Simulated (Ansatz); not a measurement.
**Is ZrAlSi in the AlB2 type a stable metal?**

The plan: relax ZrAlSi in the AlB2 type, check its phonons, and, if the lattice is stable, compute its Eliashberg function and ρ(T).

Main program and level: Ansatz 0.2.0; DFT PBEsol, scalar-relativistic, plane waves, PAW; PAW set soft_1.

The structure was built from a prototype and need not be the compound's stable phase.

## (1) The structure

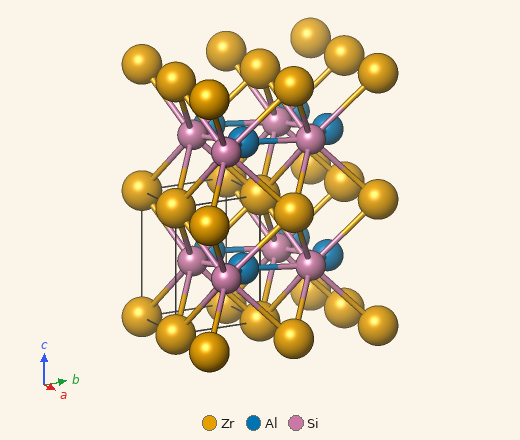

The starting structure, seen slightly off an axis (zirconium orange, aluminium blue, silicon pink). 2×2×2 cells are drawn. Bonds to atoms that aren't drawn are left out. Some periodic images of atoms are drawn too.

Coordinates:

```cif
data_structure
_symmetry_space_group_name_H-M 'P 1'
_symmetry_Int_Tables_number 1
_cell_length_a 4.0376
_cell_length_b 4.0376
_cell_length_c 4.2394
_cell_angle_alpha 90.000
_cell_angle_beta 90.000
_cell_angle_gamma 120.000
_cell_volume 59.85
loop_
_atom_site_label
_atom_site_type_symbol
_atom_site_fract_x
_atom_site_fract_y
_atom_site_fract_z
_atom_site_occupancy
Zr1 Zr 0.00000 0.00000 0.00000 1
Al2 Al 0.33333 0.66667 0.50000 1
Si3 Si 0.66667 0.33333 0.50000 1
```

## (2) Rough relaxation

The start is far from rest, so a relaxation with loose thresholds does the first part.

Contents of input.yaml:

```yaml
crystal:
  lattice:
    - [4.03757, 0.0, 0.0]
    - [-2.01879, 3.49664, 0.0]
    - [0.0, 0.0, 4.23945]
  atoms:
    - { symbol: Zr, position: [0.0, 0.0, 0.0] }
    - { symbol: Al, position: [0.33333333, 0.66666667, 0.5] }
    - { symbol: Si, position: [0.66666667, 0.33333333, 0.5] }
kpoints:
  mp_grid: { grid: [6, 6, 6] }
hamiltonian:
  xc: pbesol
  pseudopotentials: { kind: paw, azcp: { folder: soft_1 }, xc_functional: pbe }
scf:
  occupations: { method: gaussian, width: 0.1 }
output:
  forces: true
  stress: true
  eigenvalues: true
relax:
  adjacent_minimum: "off"
  f_tol: 0.05
  max_steps: 80
  cell: { stress_tol: 0.5 }
```

On the command line:

```console
$ ansatz run input.yaml --threads 4 --pin off --max-ram 12288MiB --backend cpu --events-out ev --progress --plain --runs-dir out
```

Numbers of over 12 decimals in the logs are rounded to 6 here.

The program printed:

```text
The last accepted step is kept in <dir> (removed where the run ends without a failure and the disk answers)
Engine: ansatz 0.2.0, aarch64-unknown-linux-gnu
Pseudopotentials: kind: paw
Pseudopotential: Zr, paw, valence charge 12, recommended cutoff 420 eV (normal), soft_1/Zr.paw.azcp
Pseudopotential: Al, paw, valence charge 3, recommended cutoff 420 eV (normal), soft_1/Al.paw.azcp
Pseudopotential: Si, paw, valence charge 4, recommended cutoff 420 eV (normal), soft_1/Si.paw.azcp
Functional definition: PBEsol
  exchange = pbesol_x
  correlation = pbesol_c
Crystal: 3 atoms, lattice volume = 59.852 Å³
Basis set: ecut = 420 eV, 1191 PW (Γ), exchange–correlation on 54×54×60 points (8 copies of the dense FFT grid, shifted against one another)
Bands: 14, of which v1, the nominal top of the filled ones, is band 10 counted from 1 (9 counted from 0)
Symmetry: 12 space group operations
Space group: P-6m2 (ITA 187), of the structure as read, at distance tolerance 3.9e-5 Å
k-points: 28 of 216 (time reversal used)
Non-local potential: Zr, projectors of the file, l = 0: 3, l = 1: 2, l = 2: 2, l = 3: 1
Non-local potential: Al, projectors of the file, l = 0: 2, l = 1: 2, l = 2: 1
Non-local potential: Si, projectors of the file, l = 0: 2, l = 1: 2, l = 2: 1
PAW form: soft (Blöchl's): semilocal exchange-correlation on the pseudo side does not see the compensation charge
PAW frozen core: Zr, regenerated for the run's functional, and the local potential with it (the file was generated under x = pbe(κ = 0.804, μ = 0.219515), c = pbe(β = 0.066725))
PAW frozen core: Al, regenerated for the run's functional, and the local potential with it (the file was generated under x = pbe(κ = 0.804, μ = 0.219515), c = pbe(β = 0.066725))
PAW frozen core: Si, regenerated for the run's functional, and the local potential with it (the file was generated under x = pbe(κ = 0.804, μ = 0.219515), c = pbe(β = 0.066725))
PAW one-centre angular grid: Zr, 590 points (default); XC on 64 Gauss nodes
PAW one-centre angular grid: Al, 110 points (default); XC on 64 Gauss nodes
PAW one-centre angular grid: Si, 110 points (default); XC on 64 Gauss nodes
Initial density: superposition of atomic densities (chi_scale 0.1, normalization cell, long waves kept (reshape's long-wave potential 0.00 eV rms))
Initial wavefunctions: pseudopotential atomic-orbital guess
Functional: x = pbesol(κ = 0.804, μ = 0.123457), c = pbesol(β = 0.046)
SCF iter   1: F=—  HF=-5275.381626 eV  |F-HF|=—  |Δ(HF+E_count)|=         —  Δρ=2.84e-2  dr2=7.67e-1  ethr=3.10e-3  ⟨swp⟩=5.6  Hψ=2323  notcnv=0
preconditioner: auto → none  [metal: Δε(μ)=0.079 eV  Ē_g=6.195 eV  σ=0.100 eV  W_gap=0.42  n_scr=8 (ndim 8)  ℏωp=15.9 eV  f_vac=0.000  D(μ)=2.87/eV (n_scr^D=20)  sad-step TF]
SCF iter   2: F=—  HF=-5275.251305 eV  |F-HF|=—  |Δ(HF+E_count)|=   1.30e-1  Δρ=1.84e-2  dr2=3.37e-1  ethr=3.10e-3  ⟨swp⟩=1.2  Hψ=622  notcnv=0
SCF iter   3: F=—  HF=-5275.161612 eV  |F-HF|=—  |Δ(HF+E_count)|=   8.97e-2  Δρ=1.16e-3  dr2=1.26e-3  ethr=1.77e-3  ⟨swp⟩=2.1  Hψ=586  notcnv=0  defer=2
SCF iter   4: F=—  HF=-5275.161097 eV  |F-HF|=—  |Δ(HF+E_count)|=   5.15e-4  Δρ=3.70e-4  dr2=1.73e-4  ethr=6.64e-6  ⟨swp⟩=2.0  Hψ=676  notcnv=0  defer=4
SCF iter   5: F=—  HF=-5275.161043 eV  |F-HF|=—  |Δ(HF+E_count)|=   5.43e-5  Δρ=6.80e-5  dr2=2.49e-6  ethr=9.08e-7  ⟨swp⟩=2.0  Hψ=535  notcnv=0  defer=4
SCF iter   6: F=—  HF=-5275.161042 eV  |F-HF|=—  |Δ(HF+E_count)|=   1.29e-6  Δρ=1.70e-5  dr2=3.02e-7  ethr=1.31e-8  ⟨swp⟩=2.0  Hψ=626  notcnv=0  defer=4
SCF iter   7: F=-5275.161042 eV  HF=-5275.161042 eV  |F-HF|=9.06e-10  |Δ(HF+E_count)|=   5.28e-8  Δρ=3.65e-6  dr2=5.47e-9  ethr=5.26e-10  ⟨swp⟩=5.3  Hψ=1663  notcnv=0
SCF 1 converged in 7 iterations: F = -5275.161042 eV  dr2 = 5.47e-9
  greatest PAW one-centre occupation: 0.994 electrons in one spin orbital (limit 2), on the Zr atom at site 0 (counted from 0), in its partial waves of l = 0
relax step   1: F+E_penalty+E_count = -5275.16104172 eV  Δ(F+E_penalty+E_count) = +0.000e0 eV  max|allowed force component| = 2.043e-17 eV/Å  Δτ_max = 0.0000 Å  P = -8.945 GPa  Ω = 59.852 Å³  (7 SCF iters, dr2 threshold 1.00e-7 eV, accepted)
Crystal: 3 atoms, lattice volume = 56.673 Å³
Basis set: ecut = 420 eV, 1117 PW (Γ), exchange–correlation on 54×54×60 points (8 copies of the dense FFT grid, shifted against one another)
Initial density: handed on by an earlier stage of this run
Initial wavefunctions: those handed on with the density
iter 1 solved again at ethr=3.19e-5 eV; its pass at ethr=3.10e-3 eV (dr2=6.06e-3 eV) is discarded
SCF iter   1: F=—  HF=-5275.524790 eV  |F-HF|=—  |Δ(HF+E_count)|=         —  Δρ=2.54e-3  dr2=6.34e-3  ethr=3.19e-5  ⟨swp⟩=2.1  Hψ=2814  notcnv=0
preconditioner: auto → none  [metal: Δε(μ)=0.056 eV  Ē_g=6.217 eV  σ=0.100 eV  W_gap=0.29  n_scr=8 (ndim 8)  ℏωp=16.4 eV  f_vac=0.000  D(μ)=2.90/eV (n_scr^D=20)]
SCF iter   2: F=—  HF=-5275.522694 eV  |F-HF|=—  |Δ(HF+E_count)|=   2.10e-3  Δρ=8.73e-4  dr2=5.09e-4  ethr=3.19e-5  ⟨swp⟩=2.5  Hψ=530  notcnv=0
SCF iter   3: F=—  HF=-5275.522540 eV  |F-HF|=—  |Δ(HF+E_count)|=   1.54e-4  Δρ=1.87e-4  dr2=1.36e-5  ethr=2.68e-6  ⟨swp⟩=2.2  Hψ=535  notcnv=0
SCF iter   4: F=—  HF=-5275.522540 eV  |F-HF|=—  |Δ(HF+E_count)|=   6.40e-7  Δρ=4.99e-5  dr2=8.89e-7  ethr=7.18e-8  ⟨swp⟩=2.4  Hψ=625  notcnv=0
iter 5 did not close the SCF: its close was put off for the readings that it lacked (scf_convergence_deferred on its scf_iter line)
SCF iter   5: F=-5275.522540 eV  HF=-5275.522540 eV  |F-HF|=3.08e-10  |Δ(HF+E_count)|=   3.10e-8  Δρ=3.84e-6  dr2=4.55e-9  ethr=4.68e-9  ⟨swp⟩=2.1  Hψ=637  notcnv=0
SCF iter   6: F=-5275.522540 eV  HF=-5275.522540 eV  |F-HF|=1.23e-10  |Δ(HF+E_count)|=  8.12e-10  Δρ=6.50e-7  dr2=2.47e-10  ethr=2.40e-11  ⟨swp⟩=1.6  Hψ=1202  notcnv=0
SCF 2 converged in 6 iterations: F = -5275.522540 eV  dr2 = 2.47e-10
  greatest PAW one-centre occupation: 0.995 electrons in one spin orbital (limit 2), on the Zr atom at site 0 (counted from 0), in its partial waves of l = 0
relax step   2: F+E_penalty+E_count = -5275.52253974 eV  Δ(F+E_penalty+E_count) = -3.615e-1 eV  max|allowed force component| = 3.469e-17 eV/Å  Δτ_max = 0.0000 Å  P = -6.282 GPa  Ω = 56.673 Å³  energy of the carried Pulay correction = +2.152e-4 eV  (6 SCF iters, dr2 threshold 3.00e-7 eV, accepted)
Crystal: 3 atoms, lattice volume = 53.851 Å³
Basis set: ecut = 420 eV, 1057 PW (Γ), exchange–correlation on 54×54×60 points (8 copies of the dense FFT grid, shifted against one another)
iter 1 solved again at ethr=7.10e-5 eV; its pass at ethr=3.10e-3 eV (dr2=1.35e-2 eV) is discarded
[...]
SCF iter   4: F=—  HF=-5275.791779 eV  |F-HF|=—  |Δ(HF+E_count)|=   2.44e-6  Δρ=3.83e-5  dr2=6.17e-7  ethr=6.91e-8  ⟨swp⟩=2.5  Hψ=577  notcnv=0
iter 5 did not close the SCF: its close was put off for the readings that it lacked (scf_convergence_deferred on its scf_iter line)
SCF iter   5: F=-5275.791779 eV  HF=-5275.791779 eV  |F-HF|=5.27e-9  |Δ(HF+E_count)|=   1.82e-8  Δρ=5.76e-6  dr2=1.38e-8  ethr=3.25e-9  ⟨swp⟩=2.3  Hψ=533  notcnv=0
SCF iter   6: F=-5275.791779 eV  HF=-5275.791779 eV  |F-HF|=2.22e-10  |Δ(HF+E_count)|=  2.08e-10  Δρ=1.19e-6  dr2=5.76e-10  ethr=7.26e-11  ⟨swp⟩=1.9  Hψ=1233  notcnv=0
SCF 3 converged in 6 iterations: F = -5275.791779 eV  dr2 = 5.76e-10
relax step   3: F+E_penalty+E_count = -5275.79177897 eV  Δ(F+E_penalty+E_count) = -2.692e-1 eV  max|allowed force component| = 2.968e-17 eV/Å  Δτ_max = 0.0000 Å  P = -3.349 GPa  Ω = 53.851 Å³  energy of the carried Pulay correction = +4.172e-4 eV  (6 SCF iters, dr2 threshold 3.00e-7 eV, accepted)
[...]
relax step   4: F+E_penalty+E_count = -5275.93160807 eV  Δ(F+E_penalty+E_count) = -1.398e-1 eV  max|allowed force component| = 2.737e-17 eV/Å  Δτ_max = 0.0000 Å  P = -0.033 GPa  Ω = 51.446 Å³  energy of the carried Pulay correction = +5.991e-4 eV  (6 SCF iters, dr2 threshold 3.00e-7 eV, accepted)
[...]
relax step   5: F+E_penalty+E_count = -5275.95746804 eV  Δ(F+E_penalty+E_count) = -2.586e-2 eV  max|allowed force component| = 3.277e-18 eV/Å  Δτ_max = 0.0000 Å  P = +0.951 GPa  Ω = 50.768 Å³  energy of the carried Pulay correction = +6.544e-4 eV  (6 SCF iters, dr2 threshold 3.00e-7 eV, accepted)
[...]
relax step   6: F+E_penalty+E_count = -5275.94320526 eV  Δ(F+E_penalty+E_count) = +1.426e-2 eV  max|allowed force component| = 5.493e-18 eV/Å  Δτ_max = 0.0000 Å  P = -1.047 GPa  Ω = 50.966 Å³  energy of the carried Pulay correction = +6.514e-4 eV  (6 SCF iters, dr2 threshold 3.00e-7 eV, rejected (line search))
[...]
relax step   7: F+E_penalty+E_count = -5275.96637612 eV  Δ(F+E_penalty+E_count) = -8.908e-3 eV  max|allowed force component| = 4.337e-18 eV/Å  Δτ_max = 0.0000 Å  P = -0.120 GPa  Ω = 50.980 Å³  energy of the carried Pulay correction = +6.430e-4 eV  (6 SCF iters, accepted)
Basis set: ecut = 420 eV, 983 PW (Γ), exchange–correlation on 60×60×48 points (8 copies of the dense FFT grid, shifted against one another)
Initial wavefunctions: pseudopotential atomic-orbital guess (no wavefunctions were taken with the density)
iter 1 solved again at ethr=3.31e-8 eV; its pass at ethr=3.10e-3 eV (dr2=6.30e-6 eV) is discarded
SCF iter   1: F=—  HF=-5275.966140 eV  |F-HF|=—  |Δ(HF+E_count)|=         —  Δρ=5.00e-5  dr2=1.02e-7  ethr=3.31e-8  ⟨swp⟩=3.0  Hψ=3581  notcnv=0
preconditioner: auto → none  [metal: Δε(μ)=0.068 eV  Ē_g=6.658 eV  σ=0.100 eV  W_gap=0.37  n_scr=8 (ndim 8)  ℏωp=17.2 eV  f_vac=0.000  D(μ)=2.40/eV (n_scr^D=20)]
SCF iter   2: F=—  HF=-5275.966136 eV  |F-HF|=—  |Δ(HF+E_count)|=   4.70e-6  Δρ=2.53e-5  dr2=2.64e-8  ethr=5.38e-10  ⟨swp⟩=2.8  Hψ=628  notcnv=0
iter 3 did not close the SCF: its close was put off for the readings that it lacked (scf_convergence_deferred on its scf_iter line)
SCF iter   3: F=-5275.966136 eV  HF=-5275.966136 eV  |F-HF|=2.64e-11  |Δ(HF+E_count)|=   8.22e-8  Δρ=5.57e-7  dr2=9.44e-11  ethr=1.39e-10  ⟨swp⟩=2.6  Hψ=629  notcnv=0
iter 4 did not close the SCF: its close was put off for the readings that it lacked (scf_convergence_deferred on its scf_iter line)
SCF iter   4: F=-5275.966136 eV  HF=-5275.966136 eV  |F-HF|=1.82e-12  |Δ(HF+E_count)|=  1.46e-11  Δρ=1.94e-7  dr2=8.20e-12  ethr=1.00e-12  ⟨swp⟩=1.9  Hψ=510  notcnv=0
iter 5 did not close the SCF: its close was put off for the readings that it lacked (scf_convergence_deferred on its scf_iter line)
SCF iter   5: F=-5275.966136 eV  HF=-5275.966136 eV  |F-HF|=0.00e0  |Δ(HF+E_count)|=  3.64e-12  Δρ=4.08e-8  dr2=1.13e-12  ethr=1.00e-12  ⟨swp⟩=1.0  Hψ=392  notcnv=0
iter 6 did not close the SCF: its close was put off for the readings that it lacked (scf_convergence_deferred on its scf_iter line)
SCF iter   6: F=-5275.966136 eV  HF=-5275.966136 eV  |F-HF|=0.00e0  |Δ(HF+E_count)|=  1.82e-12  Δρ=7.16e-9  dr2=2.32e-14  ethr=1.00e-12  ⟨swp⟩=1.0  Hψ=392  notcnv=0
SCF iter   7: F=-5275.966136 eV  HF=-5275.966136 eV  |F-HF|=0.00e0  |Δ(HF+E_count)|=    0.00e0  Δρ=1.86e-9  dr2=1.26e-15  ethr=1.00e-12  ⟨swp⟩=1.0  Hψ=896  notcnv=0
SCF 8 converged in 7 iterations: F = -5275.966136 eV  dr2 = 1.26e-15
relax step   8: F+E_penalty+E_count = -5275.96613576 eV  Δ(F+E_penalty+E_count) = +2.404e-4 eV  max|allowed force component| = 4.626e-18 eV/Å  Δτ_max = 0.0000 Å  P = -0.122 GPa  Ω = 50.980 Å³  stress off target by 1.76e-1 GPa  SCF on the basis re-selected at this cell (its energy is not comparable with the rows above)  (7 SCF iters)
basis re-selected at this cell: Δ(F+E_penalty+E_count) = +2.404e-4 eV, ΔP = -0.002 GPa vs the last step (what re-selecting the basis moved, of the pressure what is left beyond the Pulay correction that the steps carried, after the strain that the cell walked since its last selection, with what the two solves' SCF thresholds leave and, on support functions, any second-order correction that the steps lacked; it is no measure of the basis error at this ecutwfc). The dense FFT grid was sized anew with the basis: this SCF ran on 30×30×24 points, the steps before it on 27×27×30, so part of this shift can come from that change (see relax.cell in the input reference). [rest of the remark cut]
SCF converged after 7 iterations
Free energy (F): -5275.966136 eV
Harris-Foulkes:  -5275.966136 eV  (|F-HF|=0.00e0)
Internal energy: -5275.954134 eV  (E = F + TS)
E sigma→0 (E₀):  -5275.960135 eV
Entropy (-TS):   -0.012002 eV (-4.001 meV/atom)
Fermi energy:    12.401515 eV
--- Per-component energies (eV) ---
  E_band       = -78.928082
  E_kinetic    = 383.873001
  E_local      = -735.962685  (includes V_loc(G=0)·N_el)
  E_nonlocal   = 109.922921
  E_hartree    = 263.412035
  E_xc         = -249.319565
  E_vxc        = -262.599493  (∫ρ·V_xc dr)
  E_paw        = -3864.906826  (= ΣΔE_a)
  E_vpaw       = -100.985907  (= ΣTr[D̂ρ^β])
  E_aug_tail   = 0.000011  (compensation charges beyond the density's cutoff)
  E_ewald      = -1183.189446
  E_core_change = 0.216421  (= ΣΔE_core)
  E_smearing   = -0.012002  (= −TS)
  E_closure    = 0.000000  (closes the sum)
  Σ components = -5275.966136   (vs F -5275.966136, Δ=0.00e0)
--- Forces (eV/Å), atoms counted from 1 ---
  atom   1  Zr     0.00000000    -0.00000000     0.00000000
  atom   2  Al    -0.00000000     0.00000000     0.00000000
  atom   3  Si    -0.00000000     0.00000000     0.00000000
  max |Σ_I F_I| component: 1.04e-17 eV/Å
--- Stress (GPa, compression-positive) ---
       -0.094992       0.000000      -0.000000
        0.000000      -0.094992      -0.000000
       -0.000000      -0.000000      -0.176141
  P = ⅓ Tr σ = -0.1220 GPa (-1.220 kbar)
--- Band table (eV; the first three rows and the last of 28) ---
  k-point 0: bands = [... 6 lower, 8.6201, 10.1019, 11.9402, 12.2454, 13.4535, 13.4535, 13.7673, 13.7673]
  k-point 1: bands = [... 6 lower, 8.8934, 9.0833, 11.7653, 11.7653, 12.1238, 12.7085, 15.1123, 15.1123]
  k-point 2: bands = [... 6 lower, 9.6163, 9.6163, 10.6909, 10.6909, 13.1806, 13.1806, 13.2853, 14.1541]
  k-point 27: bands = [... 6 lower, 8.2377, 8.4227, 9.3872, 12.6031, 13.9848, 15.0085, 15.0627, 15.1006]
--- Relaxed structure (7 steps of the walk, 6 accepted, 1 SCFs on fresh bases) ---
  F+E_penalty+E_count = -5275.96613576 eV   max|allowed force component| = 4.626e-18 eV/Å   (the final SCF, on the basis selected at the relaxed cell)
  cell:  # Å, volume = 50.9805 Å³
    - [4.113216, 2.940835747337208e-6, 0.0]
    - [-2.056611, 3.562149, 0.0]
    - [0.0, 0.0, 3.479444]
  atoms:
    - { symbol: Zr, position: [0, 0, 0.0] }
    - { symbol: Al, position: [0.333333, 0.666667, 0.500000] }
    - { symbol: Si, position: [0.666667, 0.333333, 0.500000] }
```

It took 5 s on 4 threads of Arm Neoverse V2, shared host; peak memory 0.35 GiB; 17 s of CPU time.

Relaxation path:

```tsv
step	energy less that of the first step (eV)	largest force component (eV/Å)	pressure (GPa)	volume (Å³)
1	0.0000	0.0000	-8.94	59.85
2	-0.3615	0.0000	-6.28	56.67
3	-0.6307	0.0000	-3.35	53.85
4	-0.7706	0.0000	-0.03	51.45
5	-0.7964	0.0000	0.95	50.77
6	-0.7822	0.0000	-1.05	50.97
7	-0.8053	0.0000	-0.12	50.98
8*	-0.8051	0.0000	-0.12	50.98
```

Relaxation steps marked * repeat the geometry before them on a plane-wave basis chosen anew for their cell, so energy and pressure can jump there. Relaxation step 6 was tried and not accepted.

The run keeps the 12 symmetry operations that it works with, so distortions that break them were not tested.

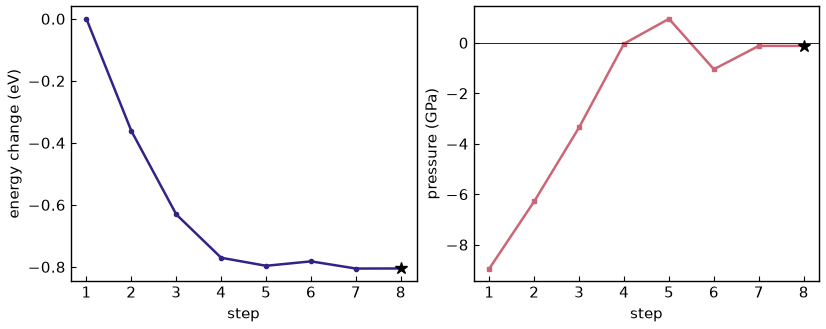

Energy and pressure along the relaxation. Stars mark steps on a basis chosen anew.

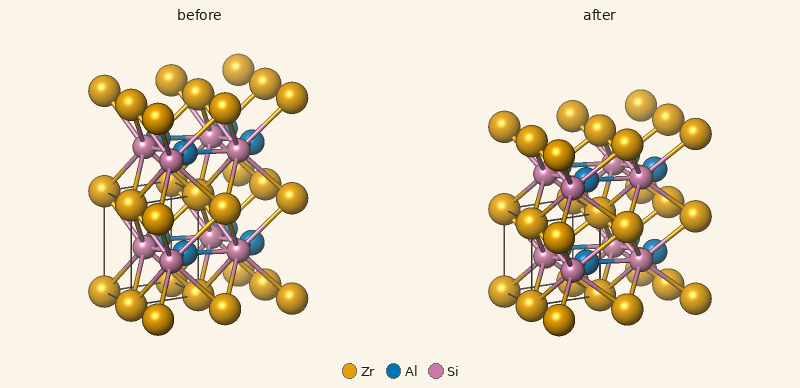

Before and after, at one scale. Bonds to atoms that aren't drawn are left out.

```tsv
cell as run	before	after	change
a (Å)	4.038	4.113	+1.9 %
b (Å)	4.038	4.113	+1.9 %
c (Å)	4.239	3.479	-17.9 %
volume (Å³/atom)	19.95	16.99	-14.8 %
```

The relaxed structure:

```
Zr Al Si
1.0
     4.11322    0.00000    0.00000
    -2.05661    3.56215    0.00000
     0.00000    0.00000    3.47944
Zr Al Si
1 1 1
Direct
  0.00000 0.00000 0.00000
  0.33333 0.66667 0.50000
  0.66667 0.33333 0.50000
```

Numbers from this step:

| Quantity | Value |
| --- | --- |
| pressure | -0.1220 GPa |
| volume per atom | 16.99 Å³/atom |
| metallic on mesh | yes |
| gap on the k-mesh | 0 eV |

The largest force is now zero by symmetry and the largest stress component 0.18 GPa.

## (3) Relaxation

Lattice constant and positions set the bands and the force constants, so the cell is relaxed first.

input.yaml, the sections that differ from step 2:

```yaml
crystal:
  lattice:
    - [4.1132164979, 2.9408e-06, 0.0]
    - [-2.0566107958, 3.562148508, 0.0]
    - [0.0, 0.0, 3.4794444398]
  atoms:
    - { symbol: Zr, position: [0.0, 0.0, 0.0] }
    - { symbol: Al, position: [0.3333333333, 0.6666666667, 0.5] }
    - { symbol: Si, position: [0.6666666667, 0.3333333333, 0.5] }
kpoints:
  mp_grid: { grid: [9, 9, 8] }
relax:
  adjacent_minimum: "off"
  f_tol: 0.005
  max_steps: 80
  cell: { stress_tol: 0.05 }
# hamiltonian, scf, output: as in step 2
```

The program printed:

```text
[the first part of the log is left out]
  E_paw        = -3864.974068  (= ΣΔE_a)
  E_vpaw       = -101.060039  (= ΣTr[D̂ρ^β])
  E_aug_tail   = 0.000011  (compensation charges beyond the density's cutoff)
  E_ewald      = -1185.065979
  E_core_change = 0.216421  (= ΣΔE_core)
  E_smearing   = -0.010819  (= −TS)
  E_closure    = 0.000000  (closes the sum)
  Σ components = -5275.961444   (vs F -5275.961444, Δ=0.00e0)
[...]
--- Stress (GPa, compression-positive) ---
       -0.006775      -0.000000       0.000000
       -0.000000      -0.006775       0.000000
        0.000000       0.000000      -0.003253
  P = ⅓ Tr σ = -0.0056 GPa (-0.056 kbar)
--- Band table (eV; the first three rows and the last of 60) ---
[...]
--- Relaxed structure (4 steps of the walk, 4 accepted, 1 SCFs on fresh bases) ---
[...]
cell:  # Å, volume = 50.7495 Å³
    - [4.103135, 2.9336169034262373e-6, 1.5862972469609998e-19]
    - [-2.051570, 3.553418, 0]
    - [1.341877612973344e-19, 0, 3.480720]
  atoms:
    - { symbol: Zr, position: [0, 0, 0] }
    - { symbol: Al, position: [0.333333, 0.666667, 0.5] }
    - { symbol: Si, position: [0.666667, 0.333333, 0.5] }
```

Wall time 5 s (4 threads); peak memory 0.39 GiB; 18 s of CPU time.

Step by step:

```tsv
step	energy less that of the first step (eV)	largest force component (eV/Å)	pressure (GPa)	volume (Å³)
1	0.0000	0.0000	-0.63	50.98
2	-0.0004	0.0000	0.22	50.61
3	-0.0006	0.0000	-0.01	50.74
4	-0.0006	0.0000	-0.01	50.75
5	-0.0006	0.0000	-0.01	50.75
```

The log counts 1 steps on a newly chosen plane-wave basis, not all of them marked here; energy and pressure can jump at such steps.

```tsv
conventional cell, symmetrised	before	after	change
a (Å)	4.113	4.103	-0.2 %
b (Å)	4.113	4.103	-0.2 %
c (Å)	3.479	3.481	+0.0 %
volume (Å³/atom)	16.99	16.92	-0.5 %
```

The relaxed structure:

```xyz
3
Lattice="4.1031 0.0000 0.0000 -2.0516 3.5534 0.0000 0.0000 0.0000 3.4807" Properties=species:S:1:pos:R:3 pbc="T T T"
Zr    0.0000    0.0000    0.0000
Al    0.0000    2.3689    1.7404
Si    2.0516    1.1845    1.7404
```

Numbers from this step:

- pressure: -0.005601 GPa
- volume per atom: 16.92 Å³/atom

The largest force is now zero by symmetry and the largest stress component 0.0068 GPa.

[end of part 1 of 2]

[Logs are printed without paths, hosts, clocks, repeated set-up lines and the standing remarks that a program may print on its own settings, such as how far it seeks lower states.]

[Hosts, paths, dates, database ids (printed as entryN), source tags and the programs' standing remarks are cut or masked in the printed files.]
